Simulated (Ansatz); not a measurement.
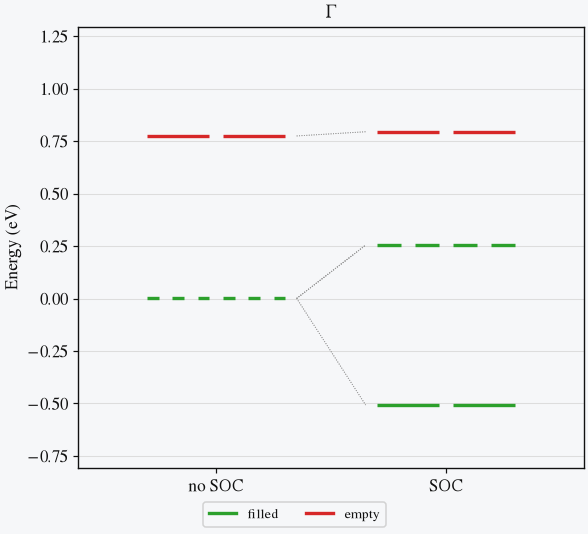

Levels at Γ, each bar one state with spin counted. Zero is the valence top without spin-orbit coupling, and the two sets are aligned on the mean of the six top valence states at Γ.

System: zincblende InSb, space group F-43m (No. 216), 2 atoms in the primitive cell, relaxed with r2SCAN, then under −4 % hydrostatic strain; cubic a = 6.297 Å. Run without spin-orbit coupling: r2SCAN, Ansatz PAW set, 6×6×6 k mesh, 500 eV cutoff, fixed occupations (Ansatz 0.2.0). Run with it: r2SCAN, Ansatz PAW set, 6×6×6 k mesh, 500 eV cutoff, Fermi-Dirac smearing of 0.02 eV (Ansatz 0.2.0). Neither carries moments.

How does spin-orbit coupling split the valence top at Γ?

The threefold valence top at Γ (six states with spin) splits into a fourfold level on top and a twofold one 0.76 eV below it, the split-off level.

What happens to the direct gaps?

The vertical gap goes from 0.77 to 0.54 eV at Γ. A third of the splitting is 0.25 eV, which accounts for the change at Γ: the fourfold level rises by about that much.

And the smallest gap over all k points computed?

It narrows from 0.78 eV (valence top at Γ, conduction bottom at Γ) to 0.54 eV.

The PAW data sets were made with another functional. LDA, GGA and most meta-GGA functionals understate gaps.
